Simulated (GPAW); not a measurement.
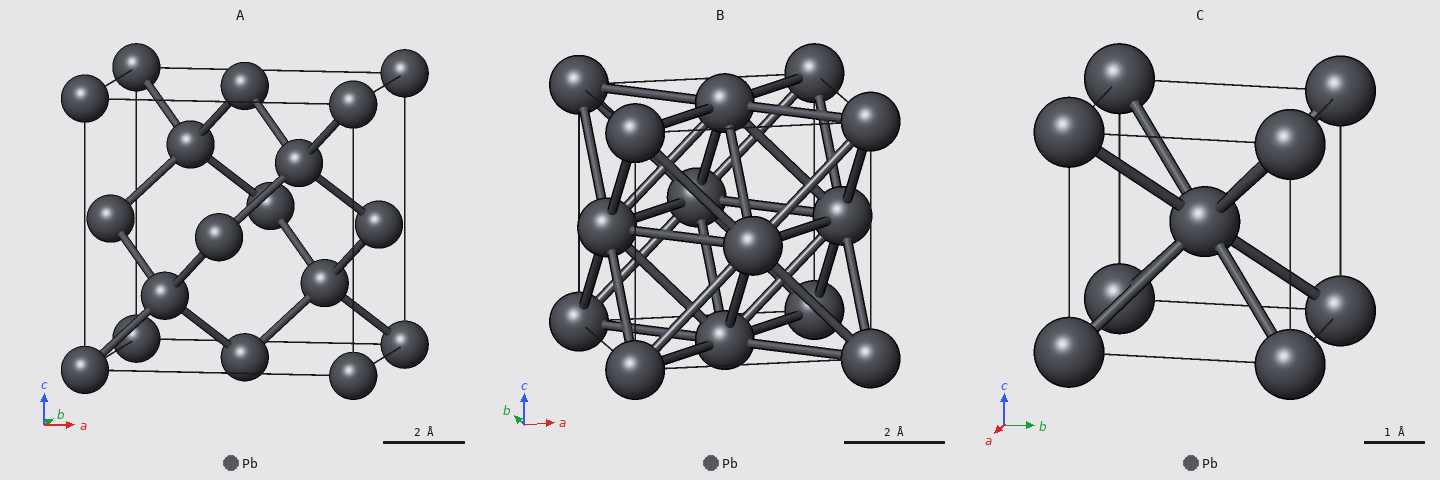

Three structures of Pb, each relaxed (cell and atoms) at zero pressure; conventional cells in solid outline, small ones repeated, each panel with its own scale. Alike in all runs: GPAW 26.7.0; functional PBEsol; dispersion D3(BJ); potentials PAW data sets generated in the run's folder for this functional; cutoff 600 eV; occupations fermi-dirac, width 0.05 eV; no spin polarisation; no spin-orbit coupling. The k meshes have like spacings.

> Name the structure in each panel.

A: diamond, Fd-3m; B: face-centred cubic (Cu type), Fm-3m; C: body-centred cubic (W type), Im-3m.

> Rank them by energy, lowest first.

B, then C (+61 meV/atom) and A (+445 meV/atom), static energies at zero smearing.

> Collect the results in a table.

| panel | space group | E − E(lowest) (meV/atom) | volume (Å³/atom) |
| --- | --- | --- | --- |
| B | Fm-3m | 0 | 28.4 |
| C | Im-3m | 61 | 28.0 |
| A | Fd-3m | 445 | 39.2 |

The starts are database entries or structure types tried for this composition, and the most stable form need not be among them.

Caveat: later steps reuse the first step's grids; spin-orbit coupling is left out, which matters for Pb, in volumes and forces too.
